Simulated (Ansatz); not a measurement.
**TiC: density-of-states calculation**

- system: TiC (P1, 16 atoms in the cell)
- method: DFT PBE, scalar-relativistic, plane waves, PAW, no spin polarisation (Ansatz 0.2.0)

The structure was made by swapping elements on the sites of another compound; it need not be a known phase. It belongs to a series of runs on one base structure; here: C and Ti exchanged on 4 pairs of sites drawn at random in a supercell of the crystal, relaxed. Figures and captions count atoms from 1; the log counts them from 0 in places.

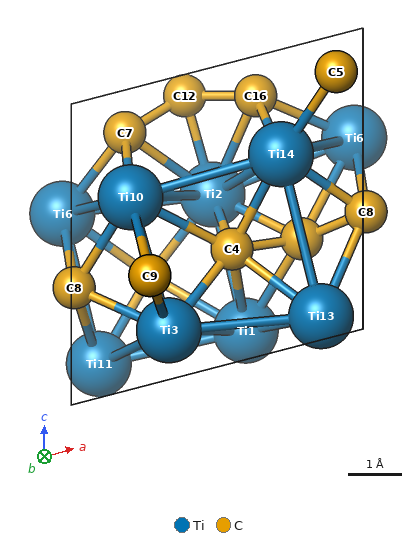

Figure 1. The input geometry (ball-and-stick view of the cell of the calculation, along the b axis; atoms are numbered from 1 in the order of the input). An atom can appear more than once, as a periodic image.

Input file:
```yaml
crystal:
  lattice:
    - [-1.442644, 4.383589, 3.491691]
    - [3.960833, -1.373088, 3.422135]
    - [3.859138, 4.212338, -1.271393]
  atoms:
    - { symbol: Ti, position: [0.5982799921, 0.9106336086, 0.0961288732] }
    - { symbol: Ti, position: [0.4846568875, 0.8574211751, 0.577149886] }
    - { symbol: Ti, position: [0.3351511792, 0.4004680727, 0.1637024648] }
    - { symbol: C, position: [0.551392421, 0.5450571248, 0.3791325833] }
    - { symbol: C, position: [0.9084488214, 0.1333183327, 0.8784537212] }
    - { symbol: Ti, position: [0.9699842167, 0.8444609797, 0.6433060037] }
    - { symbol: C, position: [0.1842880784, 0.6355527881, 0.8588733577] }
    - { symbol: C, position: [0.0105097634, 0.5424576548, 0.387092402] }
    - { symbol: C, position: [0.2698024822, 0.0389555945, 0.3620982851] }
    - { symbol: Ti, position: [0.2036452716, 0.3504802326, 0.6389542991] }
    - { symbol: Ti, position: [0.0949399155, 0.9094262333, 0.1129854622] }
    - { symbol: C, position: [0.389147582, 0.7347000666, 0.9291897517] }
    - { symbol: Ti, position: [0.8564130273, 0.4391277554, 0.0790473174] }
    - { symbol: Ti, position: [0.7192577184, 0.3535583736, 0.651880545] }
    - { symbol: C, position: [0.7901524962, 0.6852641605, 0.3530727033] }
    - { symbol: C, position: [0.6322594216, 0.6304301014, 0.8680790355] }
basis:
  ecutwfc: 420
kpoints:
  mp_grid: { grid: [6, 6, 6] }
hamiltonian:
  xc: pbe
scf:
  occupations: { method: gaussian, width: 0.1 }
  n_extra_bands: 8
output:
  forces: true
  stress: true
  eigenvalues: true
  populations: true
  dos:
    method: { smearing: { sigma: 0.1, scheme: gaussian } }
    projected: true
    de: 0.02
  write_density: true
  write_potential: true
  elf: true
  volumetric_format: npy
```

Machine: 4 threads of Intel Xeon @ 2.50GHz (Skylake/Cascade Lake), 189 GiB of memory available, shared host.

Launched with:
```bash
ansatz run input.yaml --threads 4 --pin off --max-ram 9216MiB --backend cpu --events-out ev --progress --plain --runs-dir out
```

What the program printed:
```
scf.n_extra_bands = 8 over 64 filled bands (N_el = 128.0): the run solves 72 bands
Engine: ansatz 0.2.0, x86_64-unknown-linux-gnu
Pseudopotentials: kind: paw
Pseudopotential: Ti, paw, valence charge 12, recommended cutoff 420 eV (normal), Ti.paw.azcp
Pseudopotential: C, paw, valence charge 4, recommended cutoff 420 eV (normal), C.paw.azcp
Functional definition: PBE
  parameter kappa = 0.804
  parameter beta = 0.06672455060314922
  exchange = pbe_x(kappa = kappa, mu = beta*pi^2/3)
  correlation = pbe_c(beta = beta)
Crystal: 16 atoms, lattice volume = 175.003 Å³
Basis set: ecut = 420 eV, 3413 PW (Γ), exchange–correlation on 80×80×80 points (8 copies of the dense FFT grid, shifted against one another)
Bands: 72, of which v1, the nominal top of the filled ones, is band 64 counted from 1 (63 counted from 0)
Symmetry: 1 space group operations
Space group: P1 (ITA 1), of the structure as read, at distance tolerance 5.6e-5 Å
k-points: 112 of 216 (time reversal used)
Non-local potential: Ti, projectors of the file, l = 0: 3, l = 1: 2, l = 2: 3, l = 3: 1
Non-local potential: C, projectors of the file, l = 0: 2, l = 1: 2, l = 2: 1
PAW form: soft (Blöchl's): semilocal exchange-correlation on the pseudo side does not see the compensation charge
PAW one-centre angular grid: Ti, 590 points (default); XC on 64 Gauss nodes
PAW one-centre angular grid: C, 110 points (default); XC on 64 Gauss nodes
Initial density: superposition of atomic densities (neutral atoms: chi_scale 0, normalization atom), corrected by the library's trained network
Initial wavefunctions: pseudopotential atomic-orbital guess
Functional: x = pbe(κ = 0.804, μ = 0.2195149727645171), c = pbe(β = 0.06672455060314922)
SCF iter   1: F=—  HF=-22011.177994 eV  |F-HF|=—  |Δ(HF+E_count)|=         —  Δρ=9.92e-3  dr2=2.62e-1  ethr=1.77e-3  ⟨swp⟩=4.1  Hψ=31587  notcnv=0
preconditioner: auto → Kerker (q_TF=auto, 2.590 Å⁻¹)  [metal: Δε(μ)=0.003 eV  Ē_g=6.178 eV  σ=0.100 eV  W_gap=0.02  n_scr=52 (ndim 8)  ℏωp=22.5 eV  f_vac=0.000  D(μ)=5.71/eV (n_scr^D=40)]
SCF iter   2: F=—  HF=-22011.154181 eV  |F-HF|=—  |Δ(HF+E_count)|=   2.38e-2  Δρ=4.76e-3  dr2=4.65e-2  ethr=2.05e-4  ⟨swp⟩=1.3  Hψ=9684  notcnv=0  defer=17
SCF iter   3: F=—  HF=-22011.148877 eV  |F-HF|=—  |Δ(HF+E_count)|=   5.30e-3  Δρ=1.53e-3  dr2=5.84e-3  ethr=3.63e-5  ⟨swp⟩=2.0  Hψ=9677  notcnv=0  defer=17
SCF iter   4: F=—  HF=-22011.148147 eV  |F-HF|=—  |Δ(HF+E_count)|=   7.31e-4  Δρ=4.80e-4  dr2=5.32e-4  ethr=4.56e-6  ⟨swp⟩=2.0  Hψ=11073  notcnv=0  defer=17
SCF iter   5: F=—  HF=-22011.148085 eV  |F-HF|=—  |Δ(HF+E_count)|=   6.13e-5  Δρ=1.71e-4  dr2=5.14e-5  ethr=4.16e-7  ⟨swp⟩=2.0  Hψ=10621  notcnv=0  defer=17
SCF iter   6: F=—  HF=-22011.148068 eV  |F-HF|=—  |Δ(HF+E_count)|=   1.72e-5  Δρ=4.56e-5  dr2=5.97e-6  ethr=4.01e-8  ⟨swp⟩=2.0  Hψ=11177  notcnv=0  defer=25
SCF iter   7: F=—  HF=-22011.148068 eV  |F-HF|=—  |Δ(HF+E_count)|=   3.90e-7  Δρ=1.56e-5  dr2=7.46e-7  ethr=4.66e-9  ⟨swp⟩=2.0  Hψ=11056  notcnv=0  defer=25
SCF iter   8: F=—  HF=-22011.148068 eV  |F-HF|=—  |Δ(HF+E_count)|=   6.72e-8  Δρ=6.11e-6  dr2=1.29e-7  ethr=7.81e-11  ⟨swp⟩=15.3  Hψ=55658  notcnv=0
SCF iter   9: F=-22011.148068 eV  HF=-22011.148068 eV  |F-HF|=1.34e-8  |Δ(HF+E_count)|=   1.44e-8  Δρ=2.37e-6  dr2=1.85e-8  ethr=7.81e-11  ⟨swp⟩=8.1  Hψ=46367  notcnv=0
SCF 1 converged in 9 iterations: F = -22011.148068 eV  dr2 = 1.85e-8
  greatest PAW one-centre occupation: 0.999 electrons in one spin orbital (limit 2), on the Ti atom at site 13 (counted from 0), in its partial waves of l = 0
```

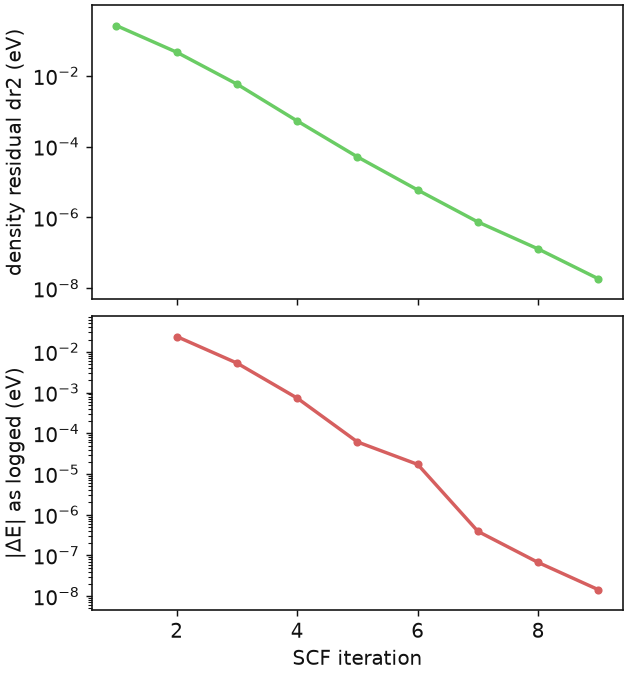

Figure 2. Convergence of the self-consistent field: density residual dr2 and size of the energy change against the SCF iteration. The residual falls at every step.

```
SCF converged after 9 iterations
Free energy (F): -22011.148068 eV
Harris-Foulkes:  -22011.148068 eV  (|F-HF|=1.34e-8)
Internal energy: -22011.118878 eV  (E = F + TS)
E sigma→0 (E₀):  -22011.133473 eV
Entropy (-TS):   -0.029190 eV (-1.824 meV/atom)
Fermi energy:    14.069908 eV
--- Per-component energies (eV) ---
  E_band       = -1041.917009
  E_kinetic    = 2908.692285
  E_local      = -7189.068109  (includes V_loc(G=0)·N_el)
  E_nonlocal   = 267.233232
  E_hartree    = 2925.835474
  E_xc         = -1175.658062
  E_vxc        = -1467.937025  (∫ρ·V_xc dr)
  E_paw        = -9169.184405  (= ΣΔE_a)
  E_vpaw       = -1412.509021  (= ΣTr[D̂ρ^β])
  E_aug_tail   = 0.001030  (compensation charges beyond the density's cutoff)
  E_ewald      = -10578.970322
  E_smearing   = -0.029190  (= −TS)
  E_closure    = -0.000000  (closes the sum)
  Σ components = -22011.148068   (vs F -22011.148068, Δ=0.00e0)
--- Forces (eV/Å), atoms counted from 1 ---
  atom   1  Ti    -0.02897043     0.00979295    -0.01244087
  atom   2  Ti    -0.04693392    -0.01602411     0.03317056
  atom   3  Ti    -0.03600060     0.00854314     0.01677041
  atom   4  C     -0.00354191    -0.01061511     0.03519674
  atom   5  C      0.02328564     0.00300026    -0.01243477
  atom   6  Ti     0.02642677    -0.02485925    -0.03466870
  atom   7  C      0.01474622    -0.01235077    -0.01049338
  atom   8  C     -0.01428981     0.00093704     0.01479070
  atom   9  C      0.02381549     0.04566395     0.00094390
  atom  10  Ti    -0.01991692    -0.05743831    -0.00118806
  atom  11  Ti     0.00075406    -0.02157033     0.03489082
  atom  12  C      0.05579891     0.00863175    -0.01754610
  atom  13  Ti    -0.02950511     0.03519330    -0.02423808
  atom  14  Ti     0.04519403     0.02998805    -0.00286954
  atom  15  C      0.00323961     0.00430484    -0.03447479
  atom  16  C     -0.01412268    -0.00319991     0.01462033
  max |Σ_I F_I| component: 2.92e-5 eV/Å
--- Stress (GPa, compression-positive) ---
        0.073110      -0.183663      -0.068638
       -0.183663       0.007443      -0.073549
       -0.068638      -0.073549      -0.022875
  P = ⅓ Tr σ = 0.0192 GPa (0.192 kbar)
--- Band table (eV; the first three rows and the last of 112) ---
  k-point 0: bands = ["-42.9273", "-42.8953", "-42.8532", "-42.8327", "-42.8152", "-42.7613", "-42.7146", "-42.6311", "-19.4936", "-19.4427", "-19.3747", "-19.3677", "-19.3540", "-19.2997", "-19.2689", "-19.2659", "-19.2238", "-19.2162", "-19.1832", "-19.1515", "-19.0911", "-19.0618", "-19.0548", "-19.0525", "-19.0208", "-18.9914", "-18.9537", "-18.8941", "-18.8500", "-18.8248", "-18.7944", "-18.7620", "-2.1339", "-1.4849", "1.6692", "2.0905", "3.6054", "4.3755", "5.7588", "6.1397", "6.9171", "7.5985", "8.3890", "8.5139", "8.8400", "8.9963", "9.8540", "9.9396", "10.4094", "10.6593", "10.8445", "10.8582", "11.0609", "11.4584", "11.5158", "11.7072", "11.7485", "12.1388", "12.4157", "12.5005", "12.8571", "13.4409", "13.5058", "14.0773", "14.2608", "14.4285", "14.7602", "15.0655", "15.2386", "15.2765", "15.4926", "15.5583"]
  k-point 1: bands = ["-42.9252", "-42.8962", "-42.8538", "-42.8329", "-42.8150", "-42.7618", "-42.7145", "-42.6314", "-19.4814", "-19.4332", "-19.3759", "-19.3625", "-19.3527", "-19.2909", "-19.2656", "-19.2633", "-19.2263", "-19.2106", "-19.1861", "-19.1535", "-19.0903", "-19.0754", "-19.0594", "-19.0530", "-19.0225", "-18.9977", "-18.9554", "-18.8997", "-18.8546", "-18.8267", "-18.7970", "-18.7622", "-2.0887", "-1.5176", "1.6676", "2.0920", "3.6096", "4.2708", "5.7933", "6.1479", "7.1044", "7.6137", "8.3474", "8.5043", "8.7871", "9.0100", "9.8374", "10.0075", "10.4529", "10.5890", "10.7654", "10.8256", "11.0174", "11.3321", "11.5303", "11.6430", "11.8861", "12.1174", "12.2627", "12.5381", "13.0527", "13.4526", "13.5674", "14.0064", "14.3384", "14.4727", "14.7582", "14.9429", "15.1889", "15.2543", "15.4196", "15.6799"]
  k-point 2: bands = ["-42.9201", "-42.8989", "-42.8548", "-42.8333", "-42.8146", "-42.7629", "-42.7144", "-42.6319", "-19.4609", "-19.4102", "-19.3740", "-19.3626", "-19.3353", "-19.2878", "-19.2613", "-19.2457", "-19.2164", "-19.2009", "-19.1892", "-19.1563", "-19.1169", "-19.0890", "-19.0714", "-19.0596", "-19.0320", "-19.0058", "-18.9609", "-18.9090", "-18.8631", "-18.8300", "-18.8009", "-18.7619", "-1.9739", "-1.6072", "1.6642", "2.0952", "3.6302", "4.0716", "5.8321", "6.2165", "7.4256", "7.6992", "8.2689", "8.4711", "8.7445", "8.9652", "9.8631", "10.0335", "10.3994", "10.5089", "10.6639", "10.7874", "10.9616", "11.2242", "11.4302", "11.6148", "11.8137", "12.1672", "12.3542", "12.6144", "13.0382", "13.4846", "13.8098", "13.9762", "14.4188", "14.5117", "14.8021", "14.8910", "15.0385", "15.2482", "15.3891", "15.7116"]
  k-point 111: bands = ["-42.9078", "-42.8921", "-42.8441", "-42.8392", "-42.8334", "-42.7521", "-42.7279", "-42.6351", "-19.3584", "-19.3368", "-19.3353", "-19.3160", "-19.2785", "-19.2725", "-19.2543", "-19.2316", "-19.2187", "-19.1797", "-19.1416", "-19.1336", "-19.1232", "-19.0998", "-19.0951", "-19.0700", "-19.0525", "-19.0332", "-19.0186", "-18.9908", "-18.9144", "-18.9133", "-18.8481", "-18.8086", "-1.8679", "-1.6008", "1.5571", "1.8696", "3.7905", "4.1895", "6.2372", "6.4507", "7.3442", "7.7404", "8.2526", "8.3961", "8.5378", "8.8226", "9.7762", "10.1697", "10.3145", "10.4527", "10.5356", "10.8196", "11.1375", "11.2360", "11.4767", "11.7128", "11.8089", "12.2420", "12.2945", "12.4611", "13.1690", "13.3741", "13.7588", "13.8849", "14.2254", "14.4056", "14.5986", "14.7787", "14.9798", "15.4506", "15.4663", "15.7091"]
--- Löwdin populations: 16 sites ---
  site symbol       q [e]
     0     Ti     11.2835
     1     Ti     11.3492
     2     Ti     11.2748
     3      C      4.6699
     4      C      4.8927
     5     Ti     11.2388
     6      C      4.6239
     7      C      4.6468
     8      C      4.8929
     9     Ti     11.2693
    10     Ti     11.2576
    11      C      4.3492
    12     Ti     11.2652
    13     Ti     11.3285
    14      C      4.4085
    15      C      4.6153
  spilling = 0.004953 (of n_electrons = 128.000000)
```

File populations.tsv:
```
# site	symbol	l	j	q
# orbitals = lowdin
# n_electrons = 128.000000
# spilling = 0.004953
0	Ti	0_3S	-	1.893787
0	Ti	0_4S	-	0.516664
0	Ti	1_3P	-	5.984018
0	Ti	2_3D	-	2.889004
1	Ti	0_3S	-	1.896010
1	Ti	0_4S	-	0.556497
1	Ti	1_3P	-	5.981307
1	Ti	2_3D	-	2.915405
2	Ti	0_3S	-	1.893378
2	Ti	0_4S	-	0.556851
2	Ti	1_3P	-	5.982178
2	Ti	2_3D	-	2.842393
3	C	0_2S	-	1.267918
3	C	1_2P	-	3.401936
4	C	0_2S	-	1.368505
4	C	1_2P	-	3.524236
5	Ti	0_3S	-	1.899989
5	Ti	0_4S	-	0.520519
5	Ti	1_3P	-	5.986431
5	Ti	2_3D	-	2.831902
6	C	0_2S	-	1.220436
6	C	1_2P	-	3.403438
7	C	0_2S	-	1.257956
7	C	1_2P	-	3.388808
8	C	0_2S	-	1.401014
8	C	1_2P	-	3.491883
9	Ti	0_3S	-	1.898262
9	Ti	0_4S	-	0.557941
9	Ti	1_3P	-	5.984912
9	Ti	2_3D	-	2.828175
10	Ti	0_3S	-	1.895310
10	Ti	0_4S	-	0.509607
10	Ti	1_3P	-	5.983828
10	Ti	2_3D	-	2.868864
11	C	0_2S	-	1.063280
11	C	1_2P	-	3.285933
12	Ti	0_3S	-	1.899041
12	Ti	0_4S	-	0.521452
12	Ti	1_3P	-	5.985903
12	Ti	2_3D	-	2.858798
13	Ti	0_3S	-	1.901224
13	Ti	0_4S	-	0.601658
13	Ti	1_3P	-	5.983275
13	Ti	2_3D	-	2.842348
14	C	0_2S	-	1.091663
14	C	1_2P	-	3.316803
15	C	0_2S	-	1.225540
15	C	1_2P	-	3.389764
```

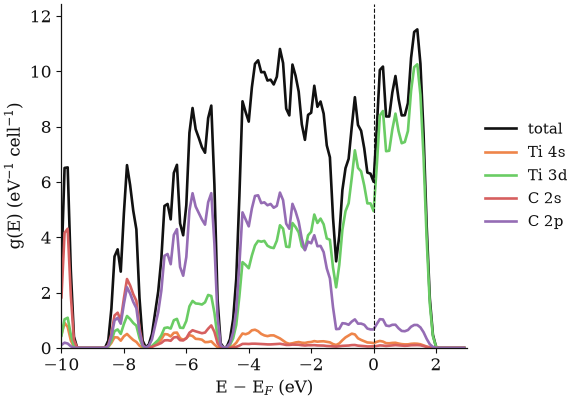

Figure 3. Density of states (projected on Löwdin-orthogonalised atomic shells), with energies from the Fermi level. There are states at the Fermi level: a metal at this level of theory.

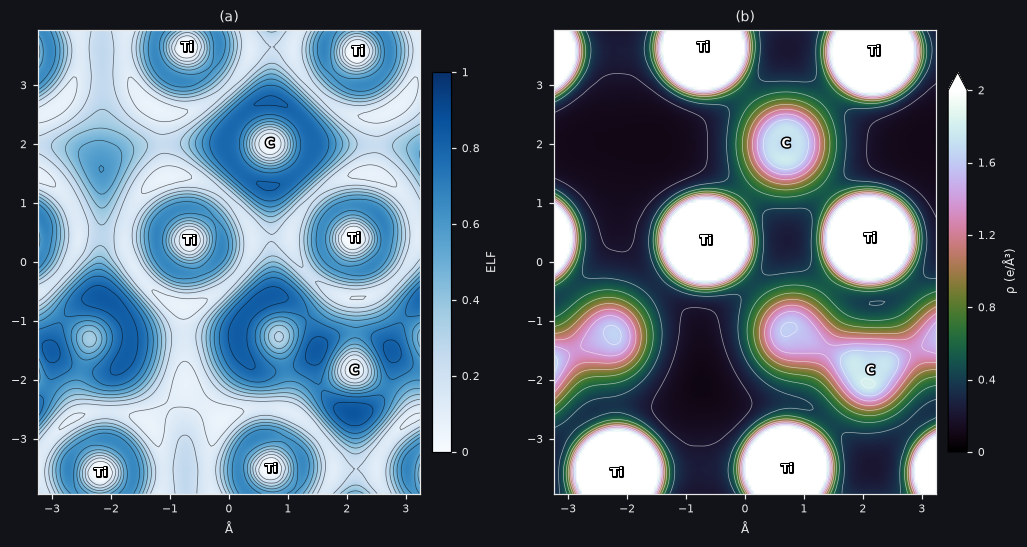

Figure 4. (a) electron localisation function; (b) valence pseudo-density on the (101) plane of the conventional cell. Atoms in the plane: Ti and C. Ti–C (2.14 Å): the density is about 0.53 e/Å³ at the midpoint; the ELF is about 0.25 at the midpoint; no shared pair; the contact is polar. Ti–C (2.16 Å): ρ is about 0.5 e/Å³ halfway; the ELF is about 0.25 at the midpoint; no shared pair; the contact is polar. Away from the nuclei the density in this plane falls to 0.09 e/Å³ at its lowest. The strong features right at Ti lie inside the PAW spheres (semicore, d or f shells) and say nothing about bonding. In a PAW calculation such maps are meaningful between the atoms, not at the nuclei.

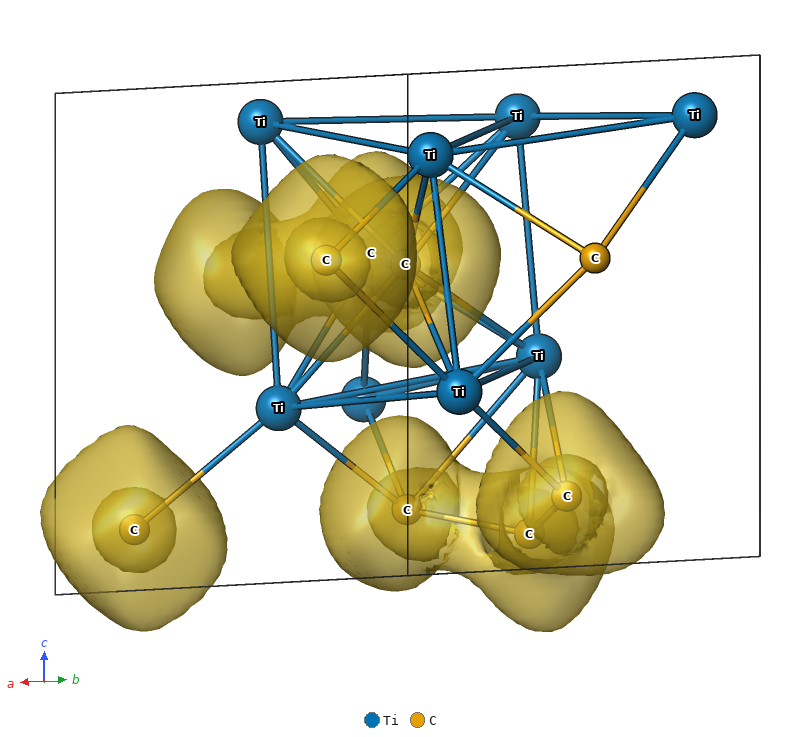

Figure 5. Isosurface of the ELF at 0.65 (yellow), seen along [110]. Core shells and regions of very low density are left out. Sticks mark near contacts. The outline is the cell set on symmetry axes. Along the contacts the grid gives the following. C–C (1.48 Å): the ELF peaks at about 0.85 between the atoms, which marks localised, shared-pair bonding. Ti–C (2.00 Å): the ELF is about 0.30 at the midpoint (a polar contact without a shared pair, in a metal).

Key numbers:

- outcome: converged
- space group (tolerance 0.01 Å): P1 (1)
- electrons treated: 128
- free energy: −22011.1481 eV
- Fermi energy: 14.070 eV
- gap on the k-point mesh: none (metallic)
- pressure: 0.02 GPa
- largest force (length of the vector): 0.061 eV/Å
- wall time: 1.7 min (CPU time 6.5 min)
- peak memory: 1.3 GiB
